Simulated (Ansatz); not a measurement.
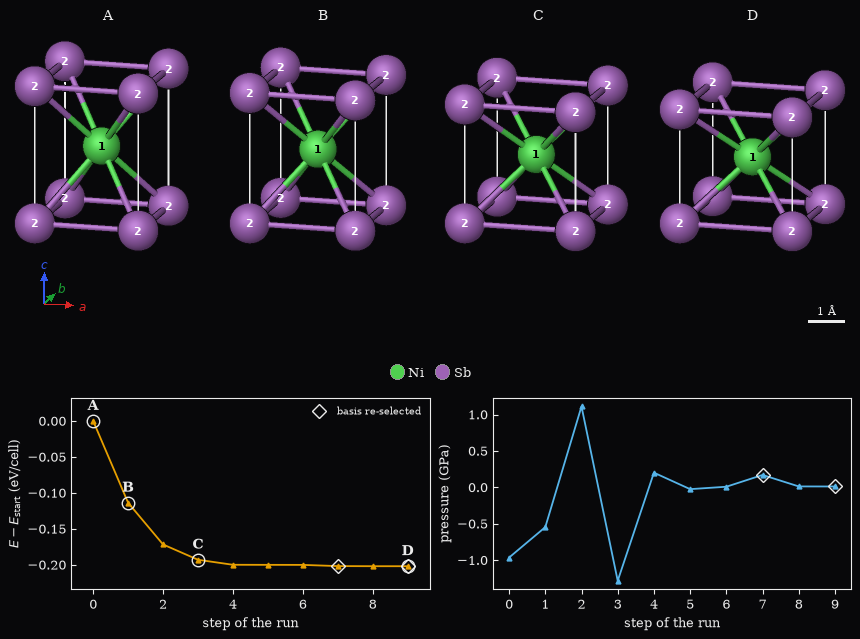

Frames of a relaxation of crystalline NiSb (built on the CuAu (L1_0)_123 type), marked on the history of the run. Style: ball-and-stick. Shown: the cell of the calculation, slightly off an axis.

Case: CuAu (L1_0) type (P4/mmm, No. 123).

Computed with DFT PBE, scalar-relativistic, plane waves, PAW (Ansatz).

The input:
```yaml
crystal:
  lattice:
    - [2.9998125444, 0.0, 0.0]
    - [0.0, 2.9998125444, 0.0]
    - [0.0, 0.0, 3.9318971564]
  atoms:
    - { symbol: Ni, position: [0.5, 0.5, 0.5] }
    - { symbol: Sb, position: [0.0, 0.0, 0.0] }
basis:
  ecutwfc: 420
kpoints:
  mp_grid: { grid: [18, 18, 14] }
hamiltonian:
  xc: pbe
scf:
  occupations: { method: gaussian, width: 0.1 }
output:
  forces: true
  stress: true
  eigenvalues: true
relax:
  adjacent_minimum: "off"
  f_tol: 0.01
  max_steps: 80
  cell: { stress_tol: 0.05 }
```

Command:
```bash
ansatz run input.yaml --threads 1 --pin off --max-ram 2560MiB --backend cpu --events-out ev --progress --plain --runs-dir out
```

Describe the path.

The atoms keep their places relative to the cell (all moves are under 0.005 Å). Cell: a = b 3.000 → 3.262 Å (+8.8 %), c 3.932 → 3.266 Å (−16.9 %). Volume −1.8 %. Among the contacts that change: Sb2–Sb2 3.000 → 3.262 Å, Ni1–Ni1 3.000 → 3.262 Å, Ni1–Sb2 2.892 → 2.826 Å. The space group (tolerance 0.01 Å) goes from P4/mmm (No. 123) to Pm-3m (No. 221). After 7 accepted moves (9 points after the start) the energy has fallen by 0.202 eV per cell of the calculation. All forces vanish by symmetry, so only the cell relaxes. Pressure: −0.96 GPa at the start and 0.01 GPa at the end. The SCF was repeated twice at an unchanged geometry on a basis and grid sized afresh for the cell, which shifted the energy by 1.7 meV per cell of the calculation at most. From step 0 to 1: volume −1.0 %, energy −0.114 eV per cell of the calculation. From step 1 to 3: volume +0.4 %, energy −79.3 meV per cell of the calculation. From step 3 to 9: volume −1.2 %, energy −9.0 meV per cell of the calculation.

```tsv
step	E − E(0), meV/atom	pressure, GPa	volume, Å³/atom	note
0	0.00	-0.96	17.691	
1	-56.86	-0.55	17.510	
2	-85.85	1.11	17.202	
3	-96.49	-1.28	17.583	
4	-99.98	0.20	17.324	
5	-100.03	-0.02	17.354	
6	-100.06	0.01	17.351	
7	-100.89	0.17	17.351	same geometry, new basis
8	-100.98	0.01	17.377	
9	-100.99	0.01	17.377	same geometry, new basis
```
